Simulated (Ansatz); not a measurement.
System: Al2Cu.

Input

```
crystal:
  lattice:
    - [4.105182, 0.0, 0.0]
    - [0.0, 4.105182, 0.0]
    - [0.0, 0.0, 2.891313]
  atoms:
    - { symbol: Al, position: [0.5, 0.0, 0.5] }
    - { symbol: Al, position: [0.0, 0.5, 0.5] }
    - { symbol: Cu, position: [0.0, 0.0, 0.0] }
basis:
  ecutwfc: 520
kpoints:
  mp_grid: { grid: [10, 10, 14] }
hamiltonian:
  xc: pbe
scf:
  occupations: { method: gaussian, width: 0.1 }
output:
  forces: true
  stress: true
  eigenvalues: true
  write_density: true
  write_potential: true
  elf: true
  volumetric_format: npy
relax:
  adjacent_minimum: "off"
  f_tol: 0.01
  max_steps: 60
  cell: { stress_tol: 0.05 }
```

Command:

```sh
ansatz run input.yaml --threads 1 --pin off --max-ram 2560MiB --backend cpu --events-out ev --progress --plain --runs-dir out
```

Below, planes, directions and counts refer to the conventional cell (a = 4.12 Å, b = 4.12 Å, c = 2.89 Å, α = 90.00°, β = 90.00°, γ = 90.00°).

The fields are those of the relaxed geometry.

Space group P4/mmm; a structure from a database of computed crystals, not necessarily the ambient phase; computed without spin polarisation.

All numbers below come from DFT PBE, scalar-relativistic, plane waves, PAW (Ansatz 0.2.0).

Q: What can the converged valence pseudo-density and electron localisation function tell about the bonding?

A: Al–Cu (2.52 Å): the density is about 0.3 e/Å³ at the midpoint; the ELF peaks at about 0.65 between the atoms.

Q: Metal or insulator at this level of theory?

A: It is gapless in this calculation (a metal or semimetal).

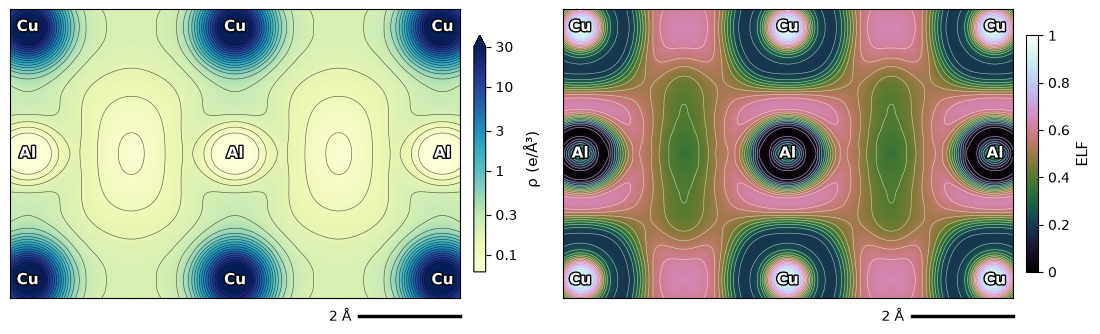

Computed valence pseudo-density and electron localisation function on the (101̄) plane of the conventional cell, in this order. 

The density is the valence pseudo-density of a PAW calculation; it isn't the true density close to the nuclei.
